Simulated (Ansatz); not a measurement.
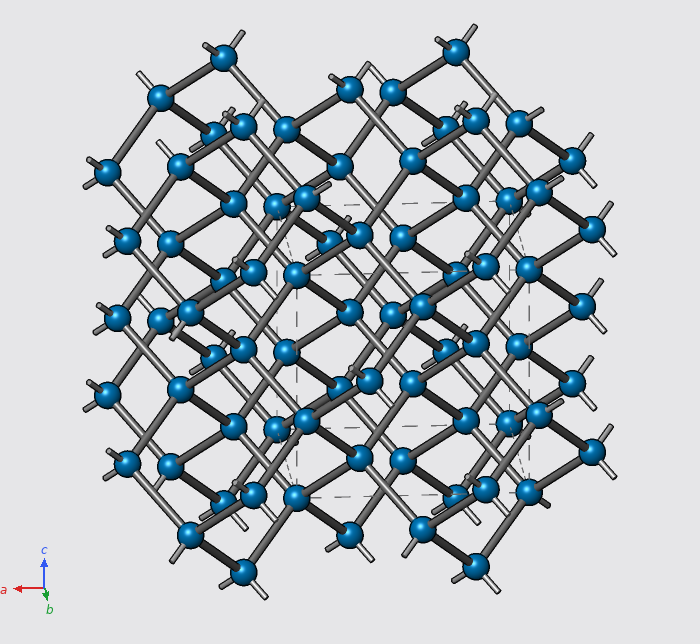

A cut-out of a periodic net derived from a crystal structure. Nodes are coloured by topological kind. Edges to nodes outside the piece are drawn as stubs.

Q: What net is this?

A: A uninodal 4-connected, three-periodic net. It is the dia net, known from diamond, zinc blende and cristobalite.

Q: Give point symbol and coordination sequence.

A: 6^6, sequence 4, 12, 24, 42.

Where the net comes from. BAs (space group F-43m, No. 216): a calculation's input that goes back to an entry of the Crystallography Open Database (an earlier step may have relaxed or displaced it). Bonds are taken as As–B below 2.3 Å; no other contact counts. Simplification: prune 0- and 1-connected atoms, fold 2-connected ones into links. B and As are 4-connected nodes.
